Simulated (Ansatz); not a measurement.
## Geometry relaxation of Ag12I (part 2 of 2)

The same run, continued: Ag12I (slab, 13 atoms in the cell); DFT PBE+D3(BJ), scalar-relativistic, plane waves, PAW, no spin polarisation (Ansatz 0.2.0); cutoff 420 eV, 6×6×1 k-mesh, Gaussian smearing of 0.1 eV. The structure derives from an entry of the Crystallography Open Database. The input holds or restrains some coordinates. Forces given for the steps count only the free coordinates.

Geometry of the input (Å; fractional positions):
```
4.9888  0.0000  0.0000
-2.4944  4.3205  0.0000
0.0000  0.0000  26.0553
Ag -0.0000  0.3333  0.3262
Ag 0.3333  0.0000  0.3262
Ag 0.6667  0.6667  0.3262
Ag 0.3333  0.3333  0.4165
Ag 0.6667  0.0000  0.4165
Ag -0.0000  0.6667  0.4165
Ag 0.6667  0.3333  0.5062
Ag 0.0000  0.0000  0.5062
Ag 0.3333  0.6667  0.5062
Ag -0.0000  0.3333  0.5968
Ag 0.3333  0.0000  0.5968
Ag 0.6667  0.6667  0.5968
I  0.3333  0.6667  0.6858
```

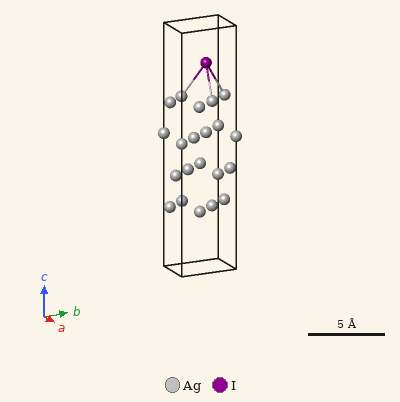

**Figure 1.** The geometry at step 2 of the log (ball-and-stick view of the cell of the calculation, with the vacuum cut short, seen slightly off an axis; bonded neighbours outside the cell are drawn too).

**The program's output, continued**
```
relax step   4: F+E_penalty+E_count = -98604.51565306 eV  Δ(F+E_penalty+E_count) = -1.041e-7 eV  max|allowed force component| = 8.838e-3 eV/Å  Δτ_max = 0.0000 Å  (3 SCF iters, accepted)
WARN: The output density's exchange-correlation potential varies sharply where the density is thin. Do not read a vacuum level from v_tot or v_xc, or from such a field of the output density. On a cell that repeats whose density bears no net charge and no dipole along the vacuum's axis use v_es (v_loc + v_h of the components); under efield.dipole_correction with no amplitude use v_es + v_field, which holds any external_charges[].barrier, or the levels of the report's work_function block, which leave it out; under a non-zero efield.amplitude the vacuum is tilted and has no level; on a cell that repeats and bears such a dipole with no correction it is tilted too, and efield.dipole_correction with no amplitude gives each side of its ramp a level where efield: is served; in a cell that repeats whose density bears a net charge (total_charge, or a fill off its count) it is curved and has none; of a slab under crystal.periodic whose density bears no net charge use v_es, which has a level on each side, short of where the two are joined; of another it falls or rises all the way out and has none; of a slab beside external_charges read slab_vacuum_level instead, which it has where they leave it neutral. The grid or the basis barely resolves most such structure, and the values can differ between equally converged runs; as a rule a tighter scf.convergence.dr2_threshold does not remove it. Where the density itself ripples (under the LDA too) a higher basis.ecutwfc lessens it. The files hold the spikes' plane waves up to the density's cutoff. Files: v_tot_of_output_density and the like, and their columns of v_z.tsv (output.write_potential); v_xc_of_output_density and the like, and their columns of v_comp_z.tsv (output.write_potential_components). Measured: with its Gaussian average of σ = 0.25 Å subtracted twice, the exchange-correlation potential is over 0.1 eV at 156 of the grid points where the equally averaged density (valence and model cores) is under 1e-3 e/Å³, and 0.255 eV at the most among them, at an averaged density of 9.1e-4 e/Å³. The input density's (outcome.potential() and, of a run that writes arrays, v_tot and v_xc) is over 0.1 eV, so measured, at 156 points of its own thin density, 0.255 eV at the most. See output.write_potential in the manual, Limitations
SCF converged after 3 iterations
Free energy (F): -98604.515653 eV
Harris-Foulkes:  -98604.515653 eV  (|F-HF|=7.79e-9)
Internal energy: -98604.503648 eV  (E = F + TS)
E sigma→0 (E₀):  -98604.509650 eV
Entropy (-TS):   -0.012005 eV (-0.923 meV/atom)
Fermi energy:    4.110536 eV
Dipole field:    D = -0.022957 V/Å  (p = -0.071248 e·Å, saw-weighted, corrected)
Work function:   Φ+ = 4.9834 eV   Φ− = 4.3852 eV
Levels:          The Fermi level and band energies are counted from a zero that moves with the ramp; work functions are not
--- Per-component energies (eV) ---
  E_band       = -6214.728219
  E_kinetic    = 6520.129188
  E_local      = -434666.634998  (includes V_loc(G=0)·N_el)
  E_nonlocal   = 870.448312
  E_hartree    = 214684.757595
  E_xc         = -2345.787391
  E_vxc        = -2946.259680  (∫ρ·V_xc dr)
  E_paw        = -51642.140182  (= ΣΔE_a)
  E_vpaw       = -5357.624211  (= ΣTr[D̂ρ^β])
  E_aug_tail   = 0.003824  (compensation charges beyond the density's cutoff)
  E_efield     = 0.000818  (sawtooth field / dipole correction)
  E_vefield    = -4.274083  (∫n·V_field dr)
  E_ewald      = 167980.689313
  E_disp       = -5.970126  (pairwise vdW)
  E_smearing   = -0.012005  (= −TS)
  E_closure    = -0.000000  (closes the sum)
  Σ components = -98604.515653   (vs F -98604.515653, Δ=0.00e0)
--- Forces (eV/Å), atoms counted from 1 ---
  atom   1  Ag     0.01428237     0.02473779    -0.00963865
  atom   2  Ag     0.01428237    -0.02473779    -0.00963865
  atom   3  Ag    -0.02856474    -0.00000000    -0.00963865
  atom   4  Ag     0.03072843    -0.05322321     0.00862906
  atom   5  Ag     0.03072843     0.05322321     0.00862906
  atom   6  Ag    -0.06145686    -0.00000000     0.00862906
  atom   7  Ag     0.00000000    -0.00000000    -0.00883829
  atom   8  Ag     0.00000000     0.00000000    -0.00883829
  atom   9  Ag     0.00000000    -0.00000000     0.00445865
  atom  10  Ag     0.00046267     0.00080137     0.00741124
  atom  11  Ag     0.00046267    -0.00080137     0.00741124
  atom  12  Ag    -0.00092535    -0.00000000     0.00741124
  atom  13  I     -0.00000000    -0.00000000    -0.00597793
  max |Σ_I F_I| component: 9.07e-6 eV/Å
--- Band table (eV; the first three rows and the last of 7) ---
  k-point 0: bands = ["-87.7813", "-87.7668", "-87.7668", "-87.7631", "-87.7542", "-87.6957", "-87.6868", "-87.6818", "-87.6818", "-87.5674", "-87.5540", "-87.5540", "-51.3129", "-51.2934", "-51.2916", "-51.2891", "-51.2891", "-51.2786", "-51.2786", "-51.2512", "-51.2505", "-51.2505", "-51.2441", "-51.2279", "-51.2279", "-51.2113", "-51.2109", "-51.2109", "-51.2036", "-51.1909", "-51.1909", "-51.1726", "-51.1410", "-51.1410", "-51.1367", "-51.1367", "-51.1306", "-51.1192", "-51.1192", "-51.0782", "-51.0778", "-51.0756", "-51.0756", "-51.0306", "-51.0193", "-51.0193", "-50.9875", "-50.9875", "-40.9982", "-40.9685", "-40.9685", "-40.8795", "-40.8795", "-8.6123", "-3.2742", "-2.4165", "-2.1591", "-1.9703", "-1.4510", "-1.4510", "-1.4404", "-1.4208", "-1.4148", "-1.4148", "-1.1148", "-1.1148", "-1.1003", "-1.0814", "-0.9143", "-0.9143", "-0.8666", "-0.8666", "-0.8342", "-0.6259", "-0.5737", "-0.5737", "-0.5281", "-0.5053", "-0.5053", "-0.4972", "-0.4972", "-0.4945", "-0.4625", "-0.4206", "-0.4206", "-0.3357", "-0.3357", "-0.2871", "-0.2592", "-0.2592", "-0.1284", "-0.1284", "-0.1086", "-0.1046", "0.3223", "0.3223", "0.3712", "0.3712", "0.4501", "0.4501", "0.4732", "0.4757", "0.5405", "0.5405", "0.5906", "0.7217", "0.7217", "0.8845", "0.8845", "1.0052", "1.0052", "1.1148", "1.1226", "1.1226", "1.1323", "1.1756", "1.1756", "1.9816", "2.5356", "2.5356", "3.8071", "5.7191", "7.5983", "7.5983", "7.7747", "7.7809", "7.7809", "7.8338", "8.2278", "8.4366", "8.5014", "8.5427", "8.5427", "8.9031", "8.9031", "8.9061", "9.5334", "9.6071", "9.8376", "9.8376", "10.2066", "10.2608", "10.2608", "10.2864", "10.7974", "11.0435", "11.0435"]
  k-point 1: bands = ["-87.7802", "-87.7675", "-87.7672", "-87.7624", "-87.7547", "-87.6947", "-87.6870", "-87.6824", "-87.6821", "-87.5663", "-87.5546", "-87.5544", "-51.3122", "-51.3078", "-51.3032", "-51.2881", "-51.2845", "-51.2722", "-51.2649", "-51.2542", "-51.2500", "-51.2457", "-51.2427", "-51.2297", "-51.2211", "-51.2142", "-51.2121", "-51.2022", "-51.1943", "-51.1923", "-51.1903", "-51.1717", "-51.1505", "-51.1439", "-51.1404", "-51.1377", "-51.1293", "-51.1248", "-51.1212", "-51.0956", "-51.0903", "-51.0549", "-51.0522", "-51.0296", "-51.0199", "-51.0197", "-50.9987", "-50.9905", "-40.9982", "-40.9685", "-40.9685", "-40.8795", "-40.8795", "-8.5929", "-3.0265", "-2.1895", "-1.9924", "-1.7812", "-1.7232", "-1.5865", "-1.5593", "-1.5293", "-1.4450", "-1.3257", "-1.2967", "-1.1773", "-1.1707", "-1.0986", "-1.0785", "-0.9930", "-0.9614", "-0.9278", "-0.7993", "-0.7217", "-0.6604", "-0.6434", "-0.6213", "-0.5212", "-0.4731", "-0.4518", "-0.4424", "-0.4020", "-0.3953", "-0.3746", "-0.3568", "-0.3195", "-0.3014", "-0.2404", "-0.2217", "-0.1377", "-0.1354", "0.0324", "0.0571", "0.0882", "0.1678", "0.2258", "0.3168", "0.3478", "0.3763", "0.4453", "0.4628", "0.5095", "0.5308", "0.6273", "0.6871", "0.7100", "0.7759", "0.7951", "0.8520", "0.9847", "1.0310", "1.1195", "1.1566", "1.1815", "1.2261", "1.2828", "1.3353", "2.3161", "2.4274", "2.5079", "4.2255", "5.0854", "5.8526", "6.1095", "6.2367", "6.6154", "7.1166", "7.4362", "7.7135", "8.4578", "8.8225", "8.8624", "9.1453", "9.3460", "9.4001", "9.5617", "9.7189", "9.7908", "10.2002", "10.2996", "10.4865", "10.6235", "10.9116", "11.0006", "11.2085", "11.5453", "11.8128"]
  k-point 2: bands = ["-87.7772", "-87.7697", "-87.7680", "-87.7609", "-87.7559", "-87.6921", "-87.6875", "-87.6842", "-87.6827", "-87.5635", "-87.5567", "-87.5551", "-51.3235", "-51.3033", "-51.2995", "-51.2962", "-51.2832", "-51.2711", "-51.2577", "-51.2475", "-51.2461", "-51.2367", "-51.2351", "-51.2332", "-51.2237", "-51.2142", "-51.2111", "-51.2046", "-51.1996", "-51.1794", "-51.1727", "-51.1708", "-51.1624", "-51.1592", "-51.1464", "-51.1415", "-51.1308", "-51.1272", "-51.1251", "-51.1082", "-51.0847", "-51.0332", "-51.0299", "-51.0282", "-51.0260", "-51.0213", "-51.0202", "-50.9993", "-40.9981", "-40.9685", "-40.9685", "-40.8795", "-40.8795", "-8.5539", "-2.3753", "-1.9782", "-1.8893", "-1.8422", "-1.6833", "-1.6315", "-1.5908", "-1.5870", "-1.5660", "-1.4347", "-1.4026", "-1.3762", "-1.3079", "-1.1935", "-1.0792", "-1.0559", "-1.0057", "-0.9481", "-0.9107", "-0.8792", "-0.7839", "-0.6997", "-0.6589", "-0.6168", "-0.5494", "-0.5044", "-0.4842", "-0.4078", "-0.3941", "-0.3246", "-0.2474", "-0.2210", "-0.1534", "-0.1319", "-0.0823", "-0.0474", "-0.0354", "0.0574", "0.1072", "0.1228", "0.1972", "0.2757", "0.3006", "0.3767", "0.4521", "0.4968", "0.5506", "0.5984", "0.6153", "0.7333", "0.7812", "0.8472", "0.9134", "0.9673", "1.0137", "1.0678", "1.1204", "1.1943", "1.2160", "1.2383", "1.3254", "1.3524", "1.6787", "2.0134", "2.4117", "2.8751", "3.0633", "3.7477", "4.8578", "5.0487", "5.2675", "5.6417", "6.0594", "6.3355", "7.1548", "7.6318", "8.4215", "9.0118", "9.1233", "9.2849", "9.5683", "9.9795", "10.3529", "10.4443", "10.8140", "11.1949", "11.4523", "11.5514", "11.6158", "11.7818", "12.0394", "12.1287", "12.5602"]
  k-point 6: bands = ["-87.7718", "-87.7718", "-87.7714", "-87.7583", "-87.7583", "-87.6893", "-87.6867", "-87.6867", "-87.6840", "-87.5584", "-87.5584", "-87.5584", "-51.3015", "-51.3015", "-51.2974", "-51.2897", "-51.2848", "-51.2848", "-51.2558", "-51.2558", "-51.2534", "-51.2356", "-51.2356", "-51.2218", "-51.2175", "-51.2175", "-51.2169", "-51.2076", "-51.2076", "-51.1940", "-51.1760", "-51.1583", "-51.1583", "-51.1498", "-51.1478", "-51.1478", "-51.1290", "-51.1290", "-51.1267", "-51.0823", "-51.0822", "-51.0822", "-51.0233", "-51.0233", "-51.0231", "-51.0118", "-51.0118", "-51.0117", "-40.9981", "-40.9685", "-40.9685", "-40.8795", "-40.8795", "-8.5245", "-1.9239", "-1.9239", "-1.9146", "-1.8814", "-1.8704", "-1.8704", "-1.7004", "-1.6926", "-1.6926", "-1.6222", "-1.6047", "-1.6047", "-1.3862", "-1.3853", "-1.3853", "-1.1551", "-1.1141", "-1.1141", "-0.7630", "-0.7150", "-0.7150", "-0.5231", "-0.5162", "-0.5162", "-0.3489", "-0.3489", "-0.3423", "-0.3083", "-0.2696", "-0.2696", "-0.0516", "-0.0516", "0.0739", "0.1166", "0.1305", "0.1305", "0.3256", "0.4693", "0.4693", "0.5472", "0.5472", "0.5830", "0.7009", "0.7009", "0.7567", "0.7695", "0.8179", "0.8179", "0.8828", "0.8828", "0.8876", "0.9527", "0.9717", "0.9717", "1.0007", "1.0406", "1.0406", "1.0428", "1.1898", "1.1898", "1.2448", "1.2577", "1.2577", "1.4931", "1.4931", "1.5642", "2.3900", "2.3900", "2.8206", "4.1098", "4.1098", "4.7105", "6.3973", "6.3973", "7.0151", "8.7845", "8.7845", "9.3186", "10.1582", "10.1582", "10.6929", "10.6929", "10.7632", "11.0540", "11.1682", "11.1682", "11.2836", "11.6315", "11.6315", "11.6911", "11.7933", "11.7933", "12.3228"]
--- Relaxed structure (4 steps of the walk, 4 accepted, 0 SCFs on fresh bases) ---
  F+E_penalty+E_count = -98604.51565306 eV   max|allowed force component| = 8.838e-3 eV/Å
  atoms:
    - { symbol: Ag, position: [-1.6666640290097234e-11, 0.33333333331666665, 0.32622924940000003] }
    - { symbol: Ag, position: [0.3333333333333333, 1.6666581220538875e-11, 0.32622924940000003] }
    - { symbol: Ag, position: [0.6666666666833334, 0.6666666666666667, 0.32622924940000003] }
    - { symbol: Ag, position: [0.33333333333333337, 0.3333333333166666, 0.4164898087] }
    - { symbol: Ag, position: [0.6666666666833334, 1.6666571968680335e-11, 0.4164898087] }
    - { symbol: Ag, position: [-1.6666557023370387e-11, 0.6666666666666666, 0.4164898087] }
    - { symbol: Ag, position: [0.6666666666666667, 0.3333333333333333, 0.5067305913625891] }
    - { symbol: Ag, position: [-2.846725704166103e-17, -9.607699251585745e-17, 0.5067305913625891] }
    - { symbol: Ag, position: [0.3333333333333334, 0.6666666666666667, 0.5056313943384302] }
    - { symbol: Ag, position: [-0.004982839294371766, 0.32835049403896155, 0.5961176631368429] }
    - { symbol: Ag, position: [0.3333333333333333, 0.004982839294371698, 0.5961176631368429] }
    - { symbol: Ag, position: [0.6716495059610386, 0.6666666666666667, 0.5961176631368429] }
    - { symbol: I, position: [0.3333333333333334, 0.6666666666666667, 0.685395528666618] }
```

**Trajectory as extended XYZ (Å, eV, eV/Å), 4 frames, from step=1 to step=4**
```
13
Lattice="4.9888 0.0000 0.0000 -2.4944 4.3205 0.0000 0.0000 0.0000 26.0553" Properties=species:S:1:pos:R:3:forces:R:3 step=1 energy=-98604.50176
Ag   -0.8315    1.4402    8.5000    0.0133   0.0230  -0.0083
Ag    1.6629    0.0000    8.5000    0.0133  -0.0230  -0.0083
Ag    1.6629    2.8803    8.5000   -0.0266   0.0000  -0.0083
Ag    0.8315    1.4402   10.8518    0.0194  -0.0336  -0.0071
Ag    3.3259    0.0000   10.8518    0.0194   0.0336  -0.0071
Ag   -1.6629    2.8803   10.8518   -0.0388   0.0000  -0.0071
Ag    2.4944    1.4402   13.1889    0.0000   0.0000   0.1795
Ag    0.0000    0.0000   13.1889    0.0000   0.0000   0.1795
Ag    0.0000    2.8803   13.1889    0.0000   0.0000  -0.0728
Ag   -0.8315    1.4402   15.5493   -0.1168  -0.2024  -0.1233
Ag    1.6629    0.0000   15.5493   -0.1168   0.2024  -0.1233
Ag    1.6629    2.8803   15.5493    0.2337   0.0000  -0.1233
I     0.0000    2.8803   17.8693    0.0000   0.0000   0.1304
13
Lattice="4.9888 0.0000 0.0000 -2.4944 4.3205 0.0000 0.0000 0.0000 26.0553" Properties=species:S:1:pos:R:3:forces:R:3 step=2 energy=-98604.50760
Ag   -0.8315    1.4402    8.5000    0.0149   0.0258  -0.0108
Ag    1.6629    0.0000    8.5000    0.0149  -0.0258  -0.0108
Ag    1.6629    2.8803    8.5000   -0.0298   0.0000  -0.0108
Ag    0.8315    1.4402   10.8518    0.0374  -0.0647   0.0279
Ag    3.3259    0.0000   10.8518    0.0374   0.0647   0.0279
Ag   -1.6629    2.8803   10.8518   -0.0747   0.0000   0.0279
Ag    2.4944    1.4402   13.2151    0.0000   0.0000  -0.1937
Ag    0.0000    0.0000   13.2151    0.0000   0.0000  -0.1937
Ag    0.0000    2.8803   13.1687    0.0000   0.0000   0.0000
Ag   -0.8507    1.4068   15.5135    0.0602   0.1043   0.1231
Ag    1.6437    0.0333   15.5135    0.0602  -0.1043   0.1231
Ag    1.7014    2.8803   15.5135   -0.1204   0.0000   0.1231
I     0.0000    2.8803   17.8363    0.0000   0.0000  -0.0329
13
Lattice="4.9888 0.0000 0.0000 -2.4944 4.3205 0.0000 0.0000 0.0000 26.0553" Properties=species:S:1:pos:R:3:forces:R:3 step=3 energy=-98604.51565
Ag   -0.8315    1.4402    8.5000    0.0143   0.0247  -0.0096
Ag    1.6629    0.0000    8.5000    0.0143  -0.0247  -0.0096
Ag    1.6629    2.8803    8.5000   -0.0286   0.0000  -0.0096
Ag    0.8315    1.4402   10.8518    0.0307  -0.0532   0.0086
Ag    3.3259    0.0000   10.8518    0.0307   0.0532   0.0086
Ag   -1.6629    2.8803   10.8518   -0.0615   0.0000   0.0086
Ag    2.4944    1.4402   13.2030    0.0000   0.0000  -0.0088
Ag    0.0000    0.0000   13.2030    0.0000   0.0000  -0.0088
Ag    0.0000    2.8803   13.1744    0.0000   0.0000   0.0044
Ag   -0.8439    1.4186   15.5320    0.0005   0.0008   0.0074
Ag    1.6505    0.0215   15.5320    0.0005  -0.0008   0.0074
Ag    1.6878    2.8803   15.5320   -0.0009   0.0000   0.0074
I     0.0000    2.8803   17.8582    0.0000   0.0000  -0.0060
13
Lattice="4.9888 0.0000 0.0000 -2.4944 4.3205 0.0000 0.0000 0.0000 26.0553" Properties=species:S:1:pos:R:3:forces:R:3 step=4 energy=-98604.51565
Ag   -0.8315    1.4402    8.5000    0.0143   0.0247  -0.0096
Ag    1.6629    0.0000    8.5000    0.0143  -0.0247  -0.0096
Ag    1.6629    2.8803    8.5000   -0.0286   0.0000  -0.0096
Ag    0.8315    1.4402   10.8518    0.0307  -0.0532   0.0086
Ag    3.3259    0.0000   10.8518    0.0307   0.0532   0.0086
Ag   -1.6629    2.8803   10.8518   -0.0615   0.0000   0.0086
Ag    2.4944    1.4402   13.2030    0.0000   0.0000  -0.0088
Ag    0.0000    0.0000   13.2030    0.0000   0.0000  -0.0088
Ag    0.0000    2.8803   13.1744    0.0000   0.0000   0.0045
Ag   -0.8439    1.4186   15.5320    0.0005   0.0008   0.0074
Ag    1.6505    0.0215   15.5320    0.0005  -0.0008   0.0074
Ag    1.6878    2.8803   15.5320   -0.0009   0.0000   0.0074
I     0.0000    2.8803   17.8582    0.0000   0.0000  -0.0060
```

**Key numbers**

- outcome: converged under the restraints of the input
- electrons treated: 245
- free energy: −98604.5157 eV
- work function, top face: 4.98 eV
- work function, bottom face: 4.39 eV
- Fermi energy: 4.111 eV
- gap on the k-point mesh: none (metallic)
- final volume: 561.60 Å³
- work function (upper face): 4.98 eV
- largest force (length of the vector) at the end, held atoms and coordinates included: 0.062 eV/Å
- hardware: 4 threads of Intel Xeon (Sapphire Rapids), 64 GiB of memory available, shared host
- wall time: 40 s (CPU time 2.6 min)
- peak memory: 2 GiB

**Notes**

Warnings of the run: the exchange-correlation potential is rough where the density is thin. The cell holds an odd number of electrons but the run has no spin polarisation, so a band is left half filled.
